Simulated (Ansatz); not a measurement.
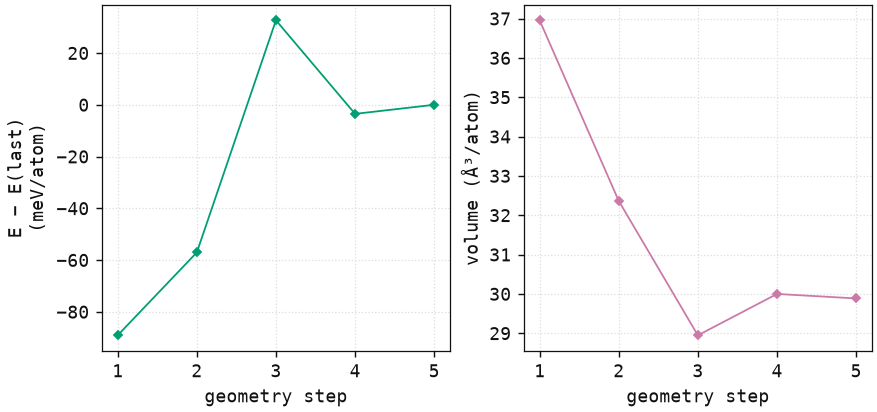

History of a geometry optimisation. The run: RbBr (Pm-3m, 2 atoms in the cell), by DFT PBE, scalar-relativistic, plane waves, PAW (Ansatz); cutoff 420 eV, 6×6×6 k-mesh, fixed occupations. Atoms and cell relax. A closing SCF on a freshly chosen basis isn't drawn.

The optimisation met its thresholds at geometry 5, counting the start as the first. The energy of the last step lies about 89 meV/atom above the first, with a rise at steps 2, 3 and 5. The target is 5 GPa, so the enthalpy and not the energy is minimised. All forces vanish by symmetry, so only the cell moves. The volume shrinks from 37.0 to 29.9 Å³ per atom (−19 %), overshooting to 28.9 at step 3.
